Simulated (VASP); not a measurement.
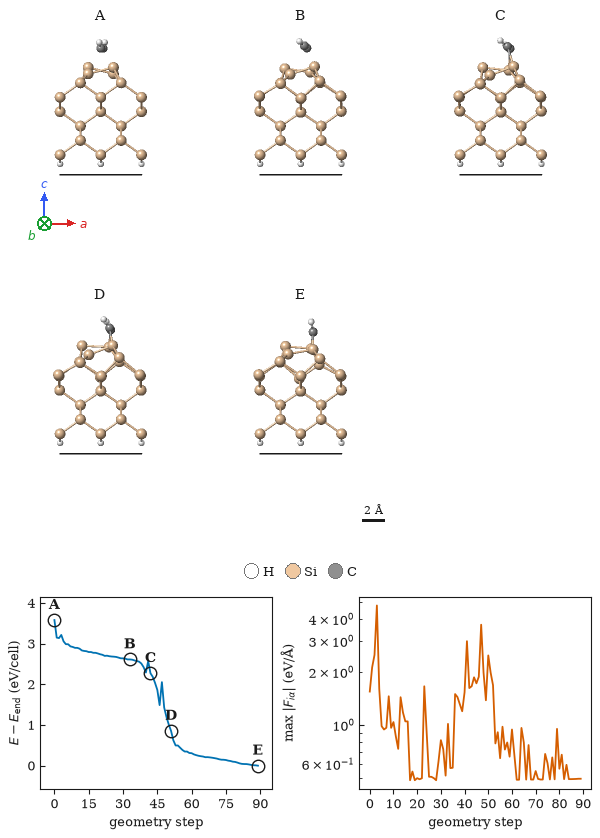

Frames of a relaxation of a slab of composition Si₁₄H₅C, marked on the history of the run. A ball-and-stick model of the cell of the calculation, outlined in the plane, without the vacuum (origin shifted), seen along the b axis.

The run lets the atoms move in a fixed cell. 20 atoms are held fixed.

Computed with Kohn-Sham DFT of a periodic cell, PBE with D3(BJ), VASP PAW PBE potentials, recommended (VASP).

Input file:
```
SYSTEM = Si14H5C
PREC = Normal
ENCUT = 450
EDIFF = 1E-6
ISMEAR = 0
SIGMA = 0.05
LREAL = Auto
LASPH = .TRUE.
NELM = 80
ALGO = Normal
ISIF = 2
LWAVE = .FALSE.
LCHARG = .FALSE.
LDIPOL = .TRUE.
IDIPOL = 3
DIPOL = 0.5 0.5 0.455
GGA = PE
IVDW = 12
IBRION = 2
NSW = 90
EDIFFG = -0.03
KPAR = 4
NCORE = 2
```

Command:
```bash
cat potpaw_PBE.64/H/POTCAR potpaw_PBE.64/Si/POTCAR potpaw_PBE.64/C/POTCAR > POTCAR
mpirun -np 8 vasp_std > vasp.out
```

Question: Describe the path.

Answer: The relaxation stopped without meeting its thresholds, so the last structure isn't shown to be converged. The atom that moves furthest is a C atom (1.42 Å at 71° to the normal (−c side)). Largest moves by element: C 1.42 Å, H 1.17 Å, Si 0.47 Å. The cell doesn't change. Among the contacts that change: C–Si 2.885 → 1.904 Å, C–Si 2.381 → 3.200 Å, C–Si 2.680 → 1.924 Å, Si–Si 2.221 → 2.436 Å. New bonds form: C–Si (2.68 → 1.92 Å), C–Si (2.89 → 1.90 Å). Among the angles between lasting bonds that change: H–C–C 148.6° → 117.0°, H–C–C 148.6° → 117.7°, Si–Si–Si 109.9° → 93.4°. The energy falls by 3.583 eV per cell of the calculation in 89 geometry steps. The largest force component goes from 1.6 to 0.5 eV/Å. From step 0 to 33: a C atom moves most (0.49 Å), energy −0.969 eV per cell of the calculation. From step 33 to 42: a C atom moves most (0.34 Å), energy −0.339 eV per cell of the calculation. From step 42 to 51: an H atom moves most (0.43 Å), energy −1.419 eV per cell of the calculation. From step 51 to 89: an H atom moves most (0.78 Å), energy −0.856 eV per cell of the calculation.

| step | E − E(0), meV/atom | largest force component, eV/Å |
| --- | --- | --- |
| 0 | 0.00 | 1.5513 |
| 1 | -10.80 | 2.1295 |
| 2 | -11.10 | 2.5059 |
| 3 | -9.16 | 4.7874 |
| 4 | -13.10 | 1.6061 |
| 5 | -14.84 | 0.9858 |
| 6 | -14.88 | 0.9439 |
| 7 | -16.20 | 0.9657 |
| 8 | -16.54 | 1.4582 |
| 9 | -17.10 | 0.9646 |
| 10 | -17.11 | 1.0402 |
| 14 | -19.18 | 1.1802 |
| 18 | -20.16 | 0.5442 |
| 22 | -22.05 | 0.4985 |
| 27 | -22.69 | 0.4994 |
| 31 | -23.79 | 0.7298 |
| 35 | -24.83 | 0.5720 |
| 39 | -28.97 | 1.1986 |
| 43 | -34.92 | 1.6629 |
| 47 | -38.18 | 3.7218 |
| 52 | -73.97 | 1.6861 |
| 56 | -79.95 | 0.9791 |
| 60 | -81.90 | 0.9439 |
| 64 | -83.76 | 0.9636 |
| 68 | -84.50 | 0.4901 |
| 72 | -85.63 | 0.4903 |
| 77 | -86.71 | 0.6551 |
| 81 | -88.17 | 0.6787 |
| 85 | -88.80 | 0.4929 |
| 89 | -89.58 | 0.4953 |
